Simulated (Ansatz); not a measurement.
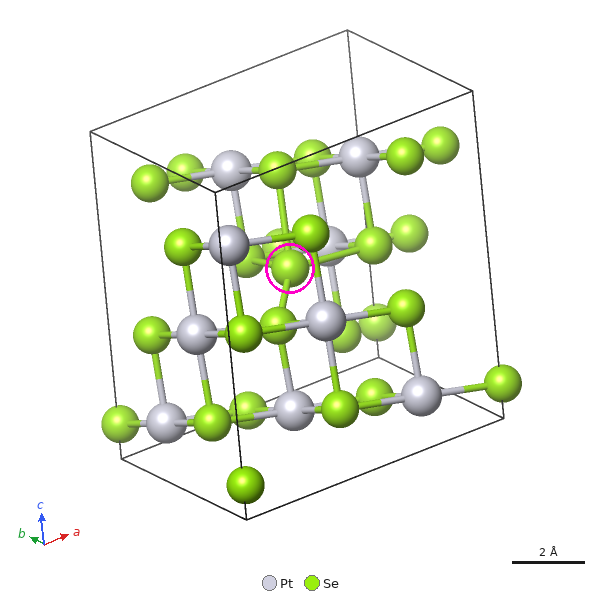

The image is a ball-and-stick drawing of a crystal, viewed slightly off an axis. The wireframe shows the supercell. The host is PtSe2, in a cell of 27 sites, and the cell carries a charge of -1. A ring marks the defect's site.

> Name the defect and give its surroundings.

An interstitial selenium atom. It is bonded to four Se at about 2.3 to 2.8 Å.

Setup: Ansatz, DFT PBE, scalar-relativistic, plane waves, PAW; a 420 eV plane-wave basis, a 2×2×2 grid in reciprocal space, Gaussian smearing of 0.01 eV, collinear spins.

> Does the defect carry a magnetic moment?

Yes, 1.0 μB in the cell.

The atoms were relaxed in the host's cell with DFT PBE, scalar-relativistic, plane waves, PAW in Ansatz.
